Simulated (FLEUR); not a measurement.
System: AlCo, space group Pm-3m (No. 221).

Structure:
```xyz
2
Lattice="2.8194 0.0000 0.0000 0.0000 2.8194 0.0000 0.0000 0.0000 2.8194" Properties=species:S:1:pos:R:3 pbc="T T T"
Co    1.4097    1.4097    1.4097
Al    0.0000    0.0000    0.0000
```

Calculation (FLEUR MaX-R8.1 (later development tree)): all-electron LAPW DFT, collinear spins; energies at scaled volumes of the given cell, shape and fractions fixed, counted from the fit's minimum, third-order Birch-Murnaghan fit. Level: LDA, collinear spin.

| setting | value |
| --- | --- |
| k mesh | 9×9×9 |
| occupations | Fermi–Dirac |
| smearing width | 0.05 eV |
| potentials | all electron |
| program settings | basis FLAPW, kmax 5.05 1/bohr |

Predict the energy against volume. The volume takes the values 10.53, 10.76, 11.21, 11.65, 11.88 Å³/atom.

A third-order Birch–Murnaghan fit gives V0 = 10.89 Å³/atom, B0 = 208 GPa and B′ = 4.3. The energy is 7.86 meV/atom at volume 10.53 Å³/atom and 50.26 meV/atom at 11.88 Å³/atom; the lowest computed point is at volume 10.76 Å³/atom (1.01 meV/atom).

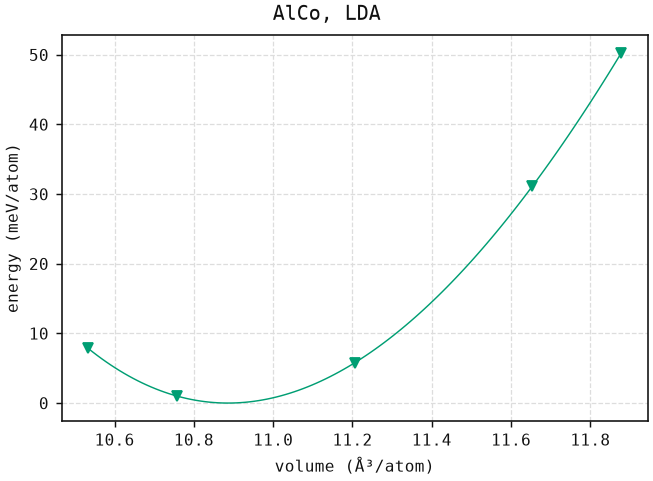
